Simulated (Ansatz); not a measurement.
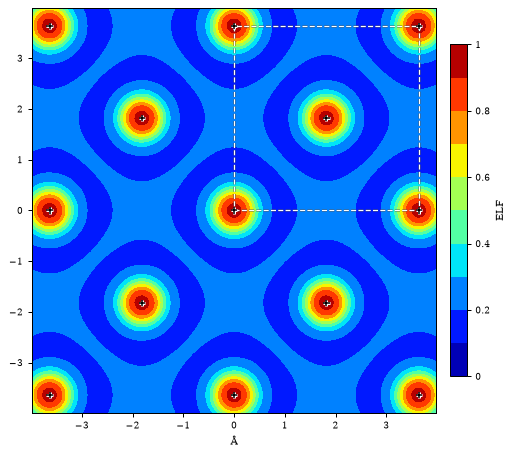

The electron localisation function on a plane through atoms (crosses mark nuclei in the plane).

The calculation used DFT, PBEsol, PAW with Ansatz's default frozen-core files, scalar-relativistic in Ansatz.

Candidates:
A. MgS, a = 3.72 Å, b = 3.72 Å, c = 5.20 Å, α = 90.00°, β = 90.00°, γ = 90.00°. Space group I4/mmm; changed on purpose from its base cell (equal xx and yy strain of +1 %, PAW files); computed pressure about −2 GPa in this cell.
B. Cu, a = 3.64 Å, b = 3.64 Å, c = 3.64 Å, α = 90.00°, β = 90.00°, γ = 90.00°. Space group Fm-3m; computed pressure about −9 GPa in this cell; computed without spin polarisation.
C. TiAl, a = 2.84 Å, b = 2.84 Å, c = 4.10 Å, α = 90.00°, β = 90.00°, γ = 90.00°. Space group P4/mmm; changed on purpose from its base cell (zz strain of +1 %, PAW files); computed pressure about −5 GPa in this cell; computed without spin polarisation.

> Which candidate gave the map?

Candidate B: Cu on the (100) plane of the conventional cell, which holds Cu. Cu–Cu (2.57 Å): the ELF is about 0.20 at the midpoint: no localised pair shows between them.
